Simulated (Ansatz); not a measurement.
**What a change does: single-point calculation on SiC**

System: SiC (2 atoms in the cell).
Method of run 1: DFT PBE0, scalar-relativistic, plane waves, PAW, no spin polarisation (Ansatz 0.2.0).

Text and figures count atoms from 1; the logs count them from 0 in places.

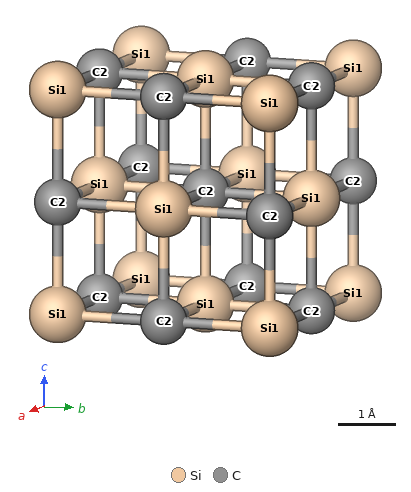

Figure 1. The structure as given in the input (ball-and-stick view of the cell 4 times as large as that of the calculation, set on its symmetry axes, seen slightly off an axis; atoms are numbered from 1 in the order of the input). Near neighbours in the crystal (not all of them lie inside the picture): Si has 6 C at 2.00 Å; C has 6 Si at 2.00 Å.

### The input, run 1
```yaml
crystal:
  lattice:
    - [0.0, 2.0, 2.0]
    - [2.0, 0.0, 2.0]
    - [2.0, 2.0, 0.0]
  atoms:
    - { symbol: Si, position: [0.0, 0.0, 0.0] }
    - { symbol: C, position: [0.5, 0.5, 0.5] }
basis:
  ecutwfc: 420
kpoints:
  mp_grid: { grid: [8, 8, 8] }
hamiltonian:
  xc: pbe0
scf:
  occupations: { method: gaussian, width: 0.05 }
output:
  forces: true
  stress: true
  eigenvalues: true
```

Launched with:
```bash
ansatz run input.yaml --threads 4 --pin off --max-ram 12288MiB --backend cpu --events-out ev --progress --plain --runs-dir out
```

Hardware: 4 threads of Intel Xeon (Granite Rapids), 176 GiB of memory available, shared host.

### Output, shortened to warnings, some set-up lines, iterations and results (run 1)
```
Warning: output.stress: scf.convergence.dr2_threshold = 1e-7 eV (the SCF's general default) is looser than the 2e-10 eV advised for a printed stress (1e-10 eV for each atom of the cell: 2). What an SCF threshold leaves in a stress goes as its square root, and in the free energy as the threshold itself, and one threshold admits the most on a small cell: of the crystals measured, under no hybrid …
Warning: output.stress: scf.exx.energy_threshold = 1e-6 eV is looser than the 2e-8 eV advised for a stress under a hybrid functional (1e-8 eV for each atom of the cell: 2). Every SCF of the exchange loop can meet its threshold on dr2 while the loop round them stops early: no threshold on dr2 bounds what that leaves in the stress. Set scf.exx.energy_threshold to 2e-8 eV or tighter. The threshold …
Basis set: ecut = 420 eV, 331 PW (Γ), exchange–correlation on 40×40×40 points (8 copies of the dense FFT grid, shifted against one another)
Symmetry: 48 space group operations
k-points: 29 of 512
Initial density: superposition of atomic densities (neutral atoms: chi_scale 0, normalization atom), corrected by the library's trained network
[...]
SCF iter   1: F=—  HF=-885.665230 eV  |F-HF|=—  |Δ(HF+E_count)|=         —  Δρ=1.11e-2  dr2=2.18e-2  ethr=1.77e-3  ⟨swp⟩=6.2  Hψ=1072  notcnv=0
SCF iter   2: F=—  HF=-885.658237 eV  |F-HF|=—  |Δ(HF+E_count)|=   6.99e-3  Δρ=2.57e-3  dr2=7.12e-4  ethr=8.86e-6  ⟨swp⟩=2.2  Hψ=975  notcnv=0  defer=3
SCF iter   3: F=—  HF=-885.658109 eV  |F-HF|=—  |Δ(HF+E_count)|=   1.27e-4  Δρ=8.40e-4  dr2=4.20e-5  ethr=8.86e-6  ⟨swp⟩=2.7  Hψ=383  notcnv=0
SCF iter   4: F=—  HF=-885.658148 eV  |F-HF|=—  |Δ(HF+E_count)|=   3.88e-5  Δρ=7.02e-5  dr2=6.38e-7  ethr=5.25e-7  ⟨swp⟩=2.8  Hψ=386  notcnv=0
SCF iter   5: F=—  HF=-885.658148 eV  |F-HF|=—  |Δ(HF+E_count)|=   8.42e-8  Δρ=1.06e-5  dr2=9.59e-9  ethr=7.97e-9  ⟨swp⟩=3.2  Hψ=440  notcnv=0
[... 13 lines ...]
SCF iter   3: F=—  HF=-886.455171 eV  |F-HF|=—  |Δ(HF+E_count)|=   6.54e-5  Δρ=6.19e-5  dr2=7.26e-7  ethr=1.77e-10  ⟨swp⟩=4.3  Hψ=758  notcnv=0  defer=1
SCF iter   4: F=—  HF=-886.455171 eV  |F-HF|=—  |Δ(HF+E_count)|=   2.58e-7  Δρ=5.38e-6  dr2=2.57e-8  ethr=1.77e-10  ⟨swp⟩=4.0  Hψ=558  notcnv=0
SCF iter   5: F=—  HF=-886.455171 eV  |F-HF|=—  |Δ(HF+E_count)|=   1.73e-7  Δρ=8.95e-6  dr2=1.48e-8  ethr=3.10e-11  ⟨swp⟩=4.0  Hψ=618  notcnv=0  defer=4
SCF iter   6: F=-886.455171 eV  HF=-886.455171 eV  |F-HF|=8.98e-12  |Δ(HF+E_count)|=   5.19e-9  Δρ=3.18e-7  dr2=4.62e-10  ethr=3.10e-11  ⟨swp⟩=3.1  Hψ=470  notcnv=0
SCF 4 converged in 6 iterations: F = -886.455171 eV  dr2 = 4.62e-10
  Residual-converged pass: ⟨swp⟩=2.1  Hψ=351  notcnv=0  max |occ|·‖R‖ = 2.4e-6 eV (tolerance 2.4e-6 eV)  dr2=4.61e-10  dr2_onsite=1.05e-12  max |Δocc| = 2.8e-28
hybrid outer 3: dexx = +2.506e-6 eV, tail = 1.72e-9 eV, Δε = 4.75e-2 eV (about 4.16e-4 eV left of the loop's levels)
hybrid SCF converged: 3 outer / 13 inner (+6 warm-up), last move |dexx| = 2.51e-6 eV, tail = 1.72e-9 eV
Stability not checked: this state was not tested for a lower state beside it, because the functional holds exact exchange (a hybrid, or Hartree-Fock), whose exchange loop this test does not read (fock_operator; see scf.lower_state_search)
Free energy (F): -886.455171 eV
Frozen-core exchange: fock
Harris-Foulkes:  -886.455171 eV  (|F-HF|=8.98e-12)
Internal energy: -886.455171 eV  (E = F + TS)
E sigma→0 (E₀):  -886.455171 eV
Fermi energy:    14.322871 eV
--- Per-component energies (eV) ---
  E_band       = 45.908688
  E_kinetic    = 142.084302
  E_local      = -49.506785  (includes V_loc(G=0)·N_el)
  E_nonlocal   = 48.125530
  E_hartree    = 19.541670
  E_xc         = -83.300026
  E_vxc        = -87.067507  (∫ρ·V_xc dr)
  E_exx        = -18.759658  (= α·E_x^exact, valence–valence)
  E_paw        = -617.717792  (= ΣΔE_a)
  E_vpaw       = -9.290807  (= ΣTr[D̂ρ^β])
  E_aug_tail   = 0.000017  (compensation charges beyond the density's cutoff)
  E_ewald      = -326.848623
  E_core_change = -0.073806  (= ΣΔE_core)
  E_smearing   = -0.000000  (= −TS)
  E_closure    = -0.000000  (closes the sum)
  Σ components = -886.455171   (vs F -886.455171, Δ=0.00e0)
--- Forces (eV/Å), atoms counted from 1 ---
  atom   1  Si    -0.00000000     0.00000000     0.00000000
  atom   2  C      0.00000000    -0.00000000    -0.00000000
  max |Σ_I F_I| component: 5.49e-30 eV/Å
--- Stress (GPa, compression-positive) ---
        0.859603       0.000000      -0.000000
        0.000000       0.859603       0.000000
       -0.000000       0.000000       0.859603
  P = ⅓ Tr σ = 0.8596 GPa (8.596 kbar)
```

The input of run 2 differs as follows (lines with − go, lines with + come):
```diff
-    - [0.0, 2.0, 2.0]
-    - [2.0, 0.0, 2.0]
-    - [2.0, 2.0, 0.0]
+    - [0.0, 2.0018433848, 2.0018433848]
+    - [2.0018433848, 0.0, 2.0018433848]
+    - [2.0018433848, 2.0018433848, 0.0]
```

How does run 2 compare with run 1?

With the same functional and potentials, run 2 lies 0.04 meV per atom lower. The pressure goes from 0.86 to 0.00 GPa. The volume per atom goes from 8.00 to 8.02 Å³. The SCF takes 23 iterations against 19.

### Output, shortened to warnings, some set-up lines, iterations and results (run 2)
```
Warning: output.stress: scf.convergence.dr2_threshold = 1e-7 eV (the SCF's general default) is looser than the 2e-10 eV advised for a printed stress (1e-10 eV for each atom of the cell: 2). What an SCF threshold leaves in a stress goes as its square root, and in the free energy as the threshold itself, and one threshold admits the most on a small cell: of the crystals measured, under no hybrid …
Warning: output.stress: scf.exx.energy_threshold = 1e-6 eV is looser than the 2e-8 eV advised for a stress under a hybrid functional (1e-8 eV for each atom of the cell: 2). Every SCF of the exchange loop can meet its threshold on dr2 while the loop round them stops early: no threshold on dr2 bounds what that leaves in the stress. Set scf.exx.energy_threshold to 2e-8 eV or tighter. The threshold …
Basis set: ecut = 420 eV, 331 PW (Γ), exchange–correlation on 40×40×40 points (8 copies of the dense FFT grid, shifted against one another)
Symmetry: 48 space group operations
k-points: 29 of 512
Initial density: superposition of atomic densities (neutral atoms: chi_scale 0, normalization atom), corrected by the library's trained network
[...]
SCF iter   1: F=—  HF=-885.667852 eV  |F-HF|=—  |Δ(HF+E_count)|=         —  Δρ=1.09e-2  dr2=2.12e-2  ethr=1.77e-3  ⟨swp⟩=6.2  Hψ=1072  notcnv=0
SCF iter   2: F=—  HF=-885.661179 eV  |F-HF|=—  |Δ(HF+E_count)|=   6.67e-3  Δρ=2.75e-3  dr2=8.86e-4  ethr=1.10e-5  ⟨swp⟩=2.2  Hψ=974  notcnv=0  defer=3
SCF iter   3: F=—  HF=-885.661006 eV  |F-HF|=—  |Δ(HF+E_count)|=   1.73e-4  Δρ=8.40e-4  dr2=4.36e-5  ethr=1.10e-5  ⟨swp⟩=2.7  Hψ=386  notcnv=0
SCF iter   4: F=—  HF=-885.661047 eV  |F-HF|=—  |Δ(HF+E_count)|=   4.16e-5  Δρ=1.49e-4  dr2=3.59e-6  ethr=5.46e-7  ⟨swp⟩=2.8  Hψ=391  notcnv=0
SCF iter   5: F=—  HF=-885.661046 eV  |F-HF|=—  |Δ(HF+E_count)|=   8.80e-7  Δρ=2.06e-5  dr2=5.02e-8  ethr=4.49e-8  ⟨swp⟩=2.3  Hψ=364  notcnv=0
[... 18 lines ...]
SCF iter   5: F=-886.455244 eV  HF=-886.455244 eV  |F-HF|=4.85e-9  |Δ(HF+E_count)|=   1.36e-7  Δρ=5.67e-6  dr2=6.48e-9  ethr=1.00e-12  ⟨swp⟩=4.8  Hψ=596  notcnv=0
SCF 4 converged in 5 iterations: F = -886.455244 eV  dr2 = 6.48e-9
SCF iter   1: F=—  HF=-886.455244 eV  |F-HF|=—  |Δ(HF+E_count)|=         —  Δρ=7.10e-6  dr2=9.30e-9  ethr=1.67e-9  ⟨swp⟩=4.2  Hψ=560  notcnv=0
SCF iter   2: F=-886.455244 eV  HF=-886.455244 eV  |F-HF|=5.57e-12  |Δ(HF+E_count)|=   3.87e-9  Δρ=2.81e-7  dr2=3.53e-11  ethr=1.16e-10  ⟨swp⟩=2.9  Hψ=390  notcnv=0
SCF 5 converged in 2 iterations: F = -886.455244 eV  dr2 = 3.53e-11
  Residual-converged pass: ⟨swp⟩=2.9  Hψ=401  notcnv=0  max |occ|·‖R‖ = 2.4e-6 eV (tolerance 2.4e-6 eV)  dr2=2.90e-11  dr2_onsite=5.46e-14  max |Δocc| = 7.3e-27
hybrid outer 4: dexx = +1.522e-10 eV, tail = 7.17e-11 eV, Δε = 5.39e-5 eV (about 1.18e-5 eV left of the loop's levels), ΔF = 3.75e-30 eV/Å (tail 8.85e-31)
hybrid SCF converged: 4 outer / 16 inner (+7 warm-up), last move |dexx| = 1.52e-10 eV, tail = 7.17e-11 eV
Stability not checked: this state was not tested for a lower state beside it, because the functional holds exact exchange (a hybrid, or Hartree-Fock), whose exchange loop this test does not read (fock_operator; see scf.lower_state_search)
Free energy (F): -886.455244 eV
Frozen-core exchange: fock
Harris-Foulkes:  -886.455244 eV  (|F-HF|=5.57e-12)
Internal energy: -886.455244 eV  (E = F + TS)
E sigma→0 (E₀):  -886.455244 eV
Fermi energy:    14.265261 eV
--- Per-component energies (eV) ---
  E_band       = 45.649436
  E_kinetic    = 141.901310
  E_local      = -49.678522  (includes V_loc(G=0)·N_el)
  E_nonlocal   = 48.093033
  E_hartree    = 19.553774
  E_xc         = -83.255348
  E_vxc        = -87.009979  (∫ρ·V_xc dr)
  E_exx        = -18.743552  (= α·E_x^exact, valence–valence)
  E_paw        = -617.704495  (= ΣΔE_a)
  E_vpaw       = -9.276820  (= ΣTr[D̂ρ^β])
  E_aug_tail   = 0.000010  (compensation charges beyond the density's cutoff)
  E_ewald      = -326.547646
  E_core_change = -0.073806  (= ΣΔE_core)
  E_smearing   = -0.000000  (= −TS)
  E_closure    = -0.000001  (closes the sum)
  Σ components = -886.455244   (vs F -886.455244, Δ=1.14e-13)
--- Forces (eV/Å), atoms counted from 1 ---
  atom   1  Si    -0.00000000     0.00000000    -0.00000000
  atom   2  C      0.00000000    -0.00000000    -0.00000000
  max |Σ_I F_I| component: 4.83e-30 eV/Å
--- Stress (GPa, compression-positive) ---
        0.001476       0.000000      -0.000000
        0.000000       0.001476       0.000000
        0.000000       0.000000       0.001476
  P = ⅓ Tr σ = 0.0015 GPa (0.015 kbar)
```

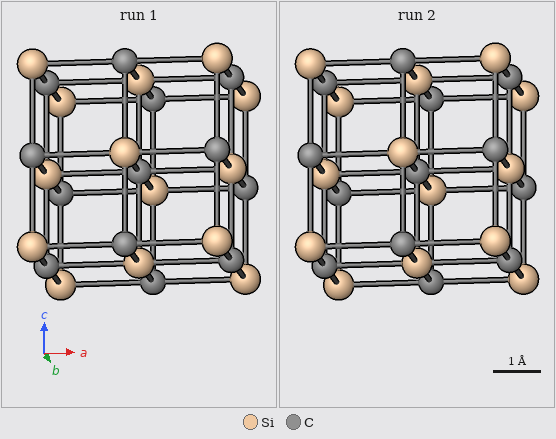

Figure 2. The two input geometries at one scale (ball-and-stick view of the cell 4 times as large as that of the calculation, set on its symmetry axes, seen at an oblique angle). No atom moves by more than 0.005 Å relative to the cell. The drawn cell changes as follows: a = b = c 4.000 → 4.004 Å (+0.1 %); the volume changes by +0.3 %.

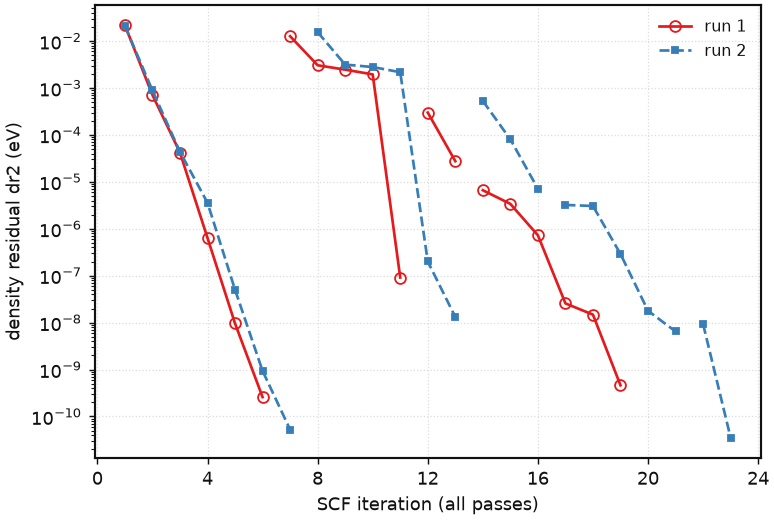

Figure 3. Convergence of the two runs: density residual dr2 against the SCF iteration. A break in a curve parts two SCF passes. Run 1 takes 19 iterations in all, and run 2 takes 23.

### The two runs side by side

| quantity | run 1 | run 2 |
| --- | --- | --- |
| outcome | converged | converged |
| free energy per atom (eV) | −443.2276 | −443.2276 |
| gap on the mesh (eV) | 0.66 | 0.63 |
| pressure (GPa) | 0.86 | 0.00 |
| volume per atom (Å³) | 8.00 | 8.02 |
| largest force (eV/Å) | 0.000 | 0.000 |
| SCF iterations | 19 | 23 |
| irreducible k-points | 29 | 29 |
| plane waves at Γ | 331 | 331 |
| wall time (shared host) | 6.8 s | 6.9 s |

For both runs: Warnings: the exchange loop's threshold is looser than advised for the stress; the SCF threshold is looser than advised for the printed stress.
